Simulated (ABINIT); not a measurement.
Band-structure run of BaZrO₃ (part 1 of 4)

- system: BaZrO₃ (5 atoms in the cell)
- method: Kohn-Sham DFT of a periodic cell, HCTH407, JTH PAW PBE v2.0, no spin polarisation (ABINIT 10.8.3)

The structure derives from an entry of the Crystallography Open Database.

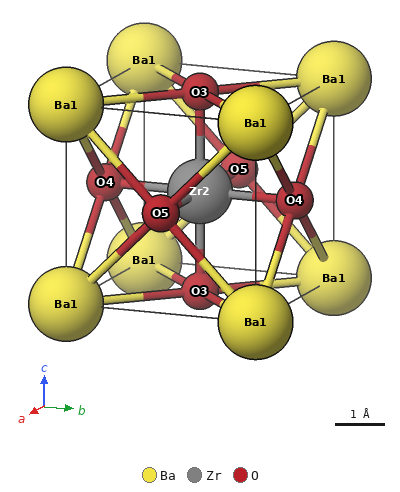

*The structure (ball-and-stick view of the cell of the calculation, seen slightly off an axis; atoms are numbered from 1 in the order of the input).*

### The input
```
ndtset 2

pp_dirpath "./"
pseudos "Ba.GGA_PBE-JTH.xml, Zr.GGA_PBE-JTH.xml, O.GGA_PBE-JTH.xml"

acell 3*1.0
rprim
     7.9204846952     0.0000000000     0.0000000000
     0.0000000000     7.9204846952     0.0000000000
     0.0000000000     0.0000000000     7.9204846952
ntypat 3
znucl 56 40 8
natom 5
typat 1 2 3 3 3
xred
     0.0000000000     0.0000000000     0.0000000000
     0.5000000000     0.5000000000     0.5000000000
     0.5000000000     0.5000000000     0.0000000000
     0.5000000000     0.0000000000     0.5000000000
     0.0000000000     0.5000000000     0.5000000000

ecut 23.0
pawecutdg 45.0

ixc 27

occopt 3
tsmear 0.00183747

nstep 100

iomode 3
prtwf 0
prteig 0
prtebands 0
prtden1 1

kptopt1 1
ngkpt1 6 6 6
nshiftk1 1
shiftk1 0.0 0.0 0.0
nband1 24
tolvrs1 1.0e-9

iscf2 -2
getden2 1
nband2 28
nbdbuf2 2
tolwfr2 1.0e-12
kptopt2 -5
ndivsm2 5
prteig2 1
kptbounds2
     0.0000000000     0.0000000000     0.0000000000
     0.0000000000     0.5000000000     0.0000000000
     0.5000000000     0.5000000000     0.0000000000
     0.0000000000     0.0000000000     0.0000000000
     0.5000000000     0.5000000000     0.5000000000
     0.0000000000     0.5000000000     0.0000000000
```

Hardware: 1 thread of Arm Neoverse V2, 24 GiB of memory available, shared host.

Run as:
```bash
abinit run.abi > log 2>&1
```

### Output
```
.Version 10.8.3 of ABINIT
 DATASET    1 : space group Pm -3 m (#221); Bravais cP (primitive cubic)
================================================================================
 Values of the parameters that define the memory need for DATASET  1.
     intxc =       0    ionmov =       0      iscf =       7    lmnmax =      18
     lnmax =       6     mgfft =      36  mpssoang =       3    mqgrid =    3001
     natom =       5  nloc_mem =       2    nspden =       1   nspinor =       1
    nsppol =       1      nsym =      48    n1xccc =       1    ntypat =       3
    occopt =       3   xclevel =       2
       mpw =        2632          nfft =       46656          nkpt =          20
 PAW method is used; the additional fine FFT grid is defined by:
   mgfftf=        48    nfftf =    110592
================================================================================
================================================================================

 DATASET    2 : space group Pm -3 m (#221); Bravais cP (primitive cubic)
================================================================================
 Values of the parameters that define the memory need for DATASET  2.
     intxc =       0    ionmov =       0      iscf =      -2    lmnmax =      18
     lnmax =       6     mgfft =      36  mpssoang =       3    mqgrid =    3001
     natom =       5  nloc_mem =       2    nspden =       1   nspinor =       1
    nsppol =       1      nsym =      48    n1xccc =       1    ntypat =       3
    occopt =       3   xclevel =       2
       mpw =        2641          nfft =       46656          nkpt =          34
 PAW method is used; the additional fine FFT grid is defined by:
   mgfftf=        48    nfftf =    110592
================================================================================
================================================================================

--------------------------------------------------------------------------------
------------- Echo of variables that govern the present computation ------------
--------------------------------------------------------------------------------
 -outvars: echo values of preprocessed input variables --------
            acell      1.0000000000E+00  1.0000000000E+00  1.0000000000E+00 Bohr
              amu      1.37327000E+02  9.12240000E+01  1.59994000E+01
             ecut      2.30000000E+01 Hartree
           getden1          0
           getden2          1
             iscf1          7
             iscf2         -2
              ixc          27
           jdtset        1    2
           kptopt1          1
           kptopt2         -5
         kptrlatt        6    0    0      0    6    0      0    0    6
          kptrlen1     4.75229082E+01
          kptrlen2     3.00000000E+01
            natom           5
            nband1         24
            nband2         28
           nbdbuf1          0
           nbdbuf2          2
           ndtset           2
           ndivsm1          0
           ndivsm2          5
            ngfft          36      36      36
          ngfftdg          48      48      48
             nkpt1         20
             nkpt2         34
            nstep         100
             nsym          48
           ntypat           3
           occopt           3
        pawecutdg      4.50000000E+01 Hartree
         pawxcdev           0
        prtebands           0
           prteig1          0
           prteig2          1
            prtwf           0
            rprim      7.9204846952E+00  0.0000000000E+00  0.0000000000E+00
                       0.0000000000E+00  7.9204846952E+00  0.0000000000E+00
                       0.0000000000E+00  0.0000000000E+00  7.9204846952E+00
           shiftk1     0.00000000E+00  0.00000000E+00  0.00000000E+00
           shiftk2     5.00000000E-01  5.00000000E-01  5.00000000E-01
          spgroup         221
           tolvrs1     1.00000000E-09
           tolvrs2     0.00000000E+00
           tolwfr1     0.00000000E+00
           tolwfr2     1.00000000E-12
           tsmear      1.83747000E-03 Hartree
            typat      1  2  3  3  3
           useylm           1
           xangst      0.0000000000E+00  0.0000000000E+00  0.0000000000E+00
                       2.0956699986E+00  2.0956699986E+00  2.0956699986E+00
                       2.0956699986E+00  2.0956699986E+00  0.0000000000E+00
                       2.0956699986E+00  0.0000000000E+00  2.0956699986E+00
                       0.0000000000E+00  2.0956699986E+00  2.0956699986E+00
            xcart      0.0000000000E+00  0.0000000000E+00  0.0000000000E+00
                       3.9602423476E+00  3.9602423476E+00  3.9602423476E+00
                       3.9602423476E+00  3.9602423476E+00  0.0000000000E+00
                       3.9602423476E+00  0.0000000000E+00  3.9602423476E+00
                       0.0000000000E+00  3.9602423476E+00  3.9602423476E+00
             xred      0.0000000000E+00  0.0000000000E+00  0.0000000000E+00
                       5.0000000000E-01  5.0000000000E-01  5.0000000000E-01
                       5.0000000000E-01  5.0000000000E-01  0.0000000000E+00
                       5.0000000000E-01  0.0000000000E+00  5.0000000000E-01
                       0.0000000000E+00  5.0000000000E-01  5.0000000000E-01
            znucl       56.00000   40.00000    8.00000

================================================================================

 chkinp: Checking input parameters for consistency, jdtset=   1.

 chkinp: Checking input parameters for consistency, jdtset=   2.

================================================================================
== DATASET  1 ==================================================================

--- !DatasetInfo
iteration_state: {dtset: 1, }
dimensions: {natom: 5, nkpt: 20, mband: 24, nsppol: 1, nspinor: 1, nspden: 1, mpw: 2632, }
cutoff_energies: {ecut:  23.0, pawecutdg:  45.0, }
electrons: {nelect:   4.00000000E+01, charge:   0.00000000E+00, occopt:   3.00000000E+00, tsmear:   1.83747000E-03, }
meta: {optdriver: 0, ionmov: 0, optcell: 0, iscf: 7, paral_kgb: 0, }
...

 Exchange-correlation functional for the present dataset will be:
  GGA: HCTH407 functional - ixc=27
  A.D. Boese, and N.C. Handy, JCP 114, 5497 (2001)

 Real(R)+Recip(G) space primitive vectors, cartesian coordinates (Bohr,Bohr^-1):
 R(1)=  7.9204847  0.0000000  0.0000000  G(1)=  0.1262549  0.0000000  0.0000000
 R(2)=  0.0000000  7.9204847  0.0000000  G(2)=  0.0000000  0.1262549  0.0000000
 R(3)=  0.0000000  0.0000000  7.9204847  G(3)=  0.0000000  0.0000000  0.1262549
 Unit cell volume ucvol=  4.9688430E+02 bohr^3
 Angles (23,13,12)=  9.00000000E+01  9.00000000E+01  9.00000000E+01 degrees

 Coarse grid specifications (used for wave-functions):

 getcut: wavevector=  0.0000  0.0000  0.0000  ngfft=  36  36  36
         ecut(hartree)=     23.000   => boxcut(ratio)=   2.10534

 Fine grid specifications (used for densities):

 getcut: wavevector=  0.0000  0.0000  0.0000  ngfft=  48  48  48
         ecut(hartree)=     45.000   => boxcut(ratio)=   2.00686

--- Pseudopotential description ------------------------------------------------
- pspini: atom type   1  psp file is ./Ba.GGA_PBE-JTH.xml
 Pseudopotential format is: paw10
 basis_size (lnmax)=  6 (lmn_size= 18), orbitals=   0   0   1   1   2   2
 Spheres core radius: rc_sph= 2.31518568
 Shapefunction is SIN type: shapef(r)=[sin(pi*r/rshp)/(pi*r/rshp)]**2
 Radius for shape functions =  1.90897922
 Compensation charge density is not taken into account in XC energy/potential

- pspini: atom type   2  psp file is ./Zr.GGA_PBE-JTH.xml
 Pseudopotential format is: paw10
 basis_size (lnmax)=  6 (lmn_size= 18), orbitals=   0   0   1   1   2   2
 Spheres core radius: rc_sph= 2.22030268
 Shapefunction is BESSEL type: shapef(r,l)=aa(1,l)*jl(q(1,l)*r)+aa(2,l)*jl(q(2,l)*r)
 Radius for shape functions =  2.22030268
 Compensation charge density is not taken into account in XC energy/potential

- pspini: atom type   3  psp file is ./O.GGA_PBE-JTH.xml
 Pseudopotential format is: paw10
 basis_size (lnmax)=  4 (lmn_size=  8), orbitals=   0   0   1   1
 Spheres core radius: rc_sph= 1.41465230
 Shapefunction is SIN type: shapef(r)=[sin(pi*r/rshp)/(pi*r/rshp)]**2
 Radius for shape functions =  1.20231231
 Compensation charge density is not taken into account in XC energy/potential

   3.64246004E+03                                ecore*ucvol(ha*bohr**3)
--------------------------------------------------------------------------------

================================================================================

--- !BeginCycle
iteration_state: {dtset: 1, }
solver: {iscf: 7, nstep: 100, nline: 4, wfoptalg: 10, }
tolerances: {tolvrs: 1.00E-09, }
...

     iter   Etot(hartree)      deltaE(h)  residm     vres2
 ETOT  1  -121.83345024438    -1.218E+02 1.625E-01 3.029E+03
 ETOT  2  -122.22251932539    -3.891E-01 1.981E-02 1.164E+03
 ETOT  3  -122.48822377329    -2.657E-01 5.437E-03 2.001E+02
 ETOT  4  -122.51383207661    -2.561E-02 2.610E-03 1.728E+01
 ETOT  5  -122.51409928091    -2.672E-04 9.879E-04 2.343E+00
 ETOT  6  -122.51417735960    -7.808E-05 4.782E-04 5.246E-01
 ETOT  7  -122.51419710631    -1.975E-05 3.846E-04 3.467E-02
 ETOT  8  -122.51419807443    -9.681E-07 2.372E-04 5.170E-03
 ETOT  9  -122.51419818414    -1.097E-07 1.853E-04 5.399E-04
 ETOT 10  -122.51419819893    -1.480E-08 1.398E-04 6.879E-05
 ETOT 11  -122.51419819952    -5.836E-10 1.697E-04 7.258E-06
 ETOT 12  -122.51419819953    -1.246E-11 1.338E-04 7.288E-07
 ETOT 13  -122.51419819952     1.369E-11 1.456E-04 7.592E-08
 ETOT 14  -122.51419819953    -9.052E-12 1.154E-04 8.501E-09
 ETOT 15  -122.51419819953    -2.942E-12 1.196E-04 7.521E-10

 At SCF step   15       vres2   =  7.52E-10 < tolvrs=  1.00E-09 =>converged.

 Cartesian components of stress tensor (hartree/bohr^3)
  sigma(1 1)= -1.90824498E-04  sigma(3 2)=  0.00000000E+00
  sigma(2 2)= -1.90824498E-04  sigma(3 1)=  0.00000000E+00
  sigma(3 3)= -1.90824498E-04  sigma(2 1)=  0.00000000E+00

--- !ResultsGS
iteration_state: {dtset: 1, }
comment   : Summary of ground state results
lattice_vectors:
- [  7.9204847,   0.0000000,   0.0000000, ]
- [  0.0000000,   7.9204847,   0.0000000, ]
- [  0.0000000,   0.0000000,   7.9204847, ]
lattice_lengths: [   7.92048,    7.92048,    7.92048, ]
lattice_angles: [ 90.000,  90.000,  90.000, ] # degrees, (23, 13, 12)
lattice_volume:   4.9688430E+02
convergence: {deltae: -2.942E-12, res2:  7.521E-10, residm:  1.196E-04, diffor: null, }
etotal    :  -1.22514198E+02
entropy   :   0.00000000E+00
fermie    :   2.36855606E-01
cartesian_stress_tensor: # hartree/bohr^3
- [ -1.90824498E-04,   0.00000000E+00,   0.00000000E+00, ]
- [  0.00000000E+00,  -1.90824498E-04,   0.00000000E+00, ]
- [  0.00000000E+00,   0.00000000E+00,  -1.90824498E-04, ]
pressure_GPa:   5.6143E+00
xred      :
- [  0.0000E+00,   0.0000E+00,   0.0000E+00, Ba]
- [  5.0000E-01,   5.0000E-01,   5.0000E-01, Zr]
- [  5.0000E-01,   5.0000E-01,   0.0000E+00,  O]
- [  5.0000E-01,   0.0000E+00,   5.0000E-01,  O]
- [  0.0000E+00,   5.0000E-01,   5.0000E-01,  O]
cartesian_forces: # hartree/bohr
- [ -0.00000000E+00,  -0.00000000E+00,  -0.00000000E+00, ]
- [ -0.00000000E+00,  -0.00000000E+00,  -0.00000000E+00, ]
- [ -0.00000000E+00,  -0.00000000E+00,  -0.00000000E+00, ]
- [ -0.00000000E+00,  -0.00000000E+00,  -0.00000000E+00, ]
- [ -0.00000000E+00,  -0.00000000E+00,  -0.00000000E+00, ]
force_length_stats: {min:   0.00000000E+00, max:   0.00000000E+00, mean:   0.00000000E+00, }
...

 Integrated electronic density in atomic spheres:
 ------------------------------------------------
 Atom  Sphere_radius  Integrated_density
    1        2.31519          6.56783083
    2        2.22030          9.03388871
    3        1.41465          4.58698580
    4        1.41465          4.58698580
    5        1.41465          4.58698580

================================================================================

 ----iterations are completed or convergence reached----

 Mean square residual over all n,k,spin=   71.391E-08; max=  11.958E-05
 reduced coordinates (array xred) for    5 atoms
       0.000000000000      0.000000000000      0.000000000000
       0.500000000000      0.500000000000      0.500000000000
       0.500000000000      0.500000000000      0.000000000000
       0.500000000000      0.000000000000      0.500000000000
       0.000000000000      0.500000000000      0.500000000000
 rms dE/dt=  0.0000E+00; max dE/dt=  0.0000E+00; dE/dt below (all hartree)
    1       0.000000000000      0.000000000000      0.000000000000
    2       0.000000000000      0.000000000000      0.000000000000
    3       0.000000000000      0.000000000000      0.000000000000
    4       0.000000000000      0.000000000000      0.000000000000
    5       0.000000000000      0.000000000000      0.000000000000

 cartesian coordinates (angstrom) at end:
    1      0.00000000000000     0.00000000000000     0.00000000000000
    2      2.09566999858119     2.09566999858119     2.09566999858119
    3      2.09566999858119     2.09566999858119     0.00000000000000
    4      2.09566999858119     0.00000000000000     2.09566999858119
    5      0.00000000000000     2.09566999858119     2.09566999858119

 cartesian forces (hartree/bohr) at end:
    1     -0.00000000000000    -0.00000000000000    -0.00000000000000
    2     -0.00000000000000    -0.00000000000000    -0.00000000000000
    3     -0.00000000000000    -0.00000000000000    -0.00000000000000
    4     -0.00000000000000    -0.00000000000000    -0.00000000000000
    5     -0.00000000000000    -0.00000000000000    -0.00000000000000
 frms,max,avg= 0.0000000E+00 0.0000000E+00   0.000E+00  0.000E+00  0.000E+00 h/b
```
